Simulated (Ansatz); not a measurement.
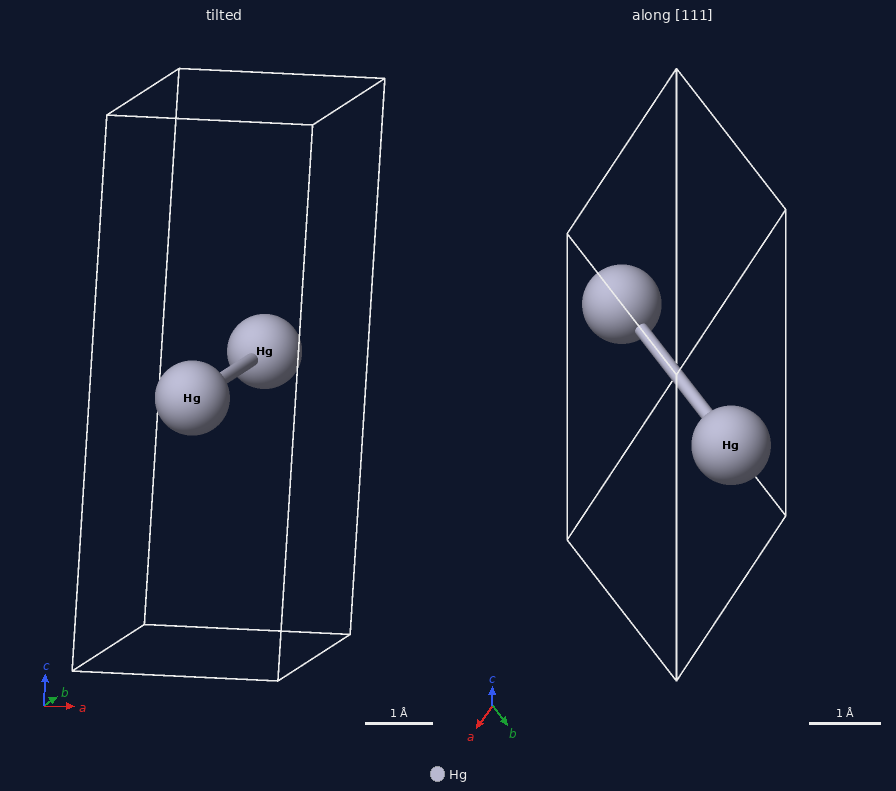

Ball-and-stick drawing of the structure, looking slightly off an axis and along [111]. Lines trace the edges of the simulation cell. Cell: a = 3.144 Å, b = 3.147 Å, c = 8.367 Å, α = 79.59°, β = 89.94°, γ = 60.04°.

State composition, symmetry and coordination.

The element is mercury. The cell holds one atom. Hg is surrounded by six Hg at about 3.1 Å. The bonds build Hg layers parallel to (001).

It derives from a structure listed in the Materials Project. The cell was then strained or its atoms displaced on purpose. A calculation with Ansatz used it as input.
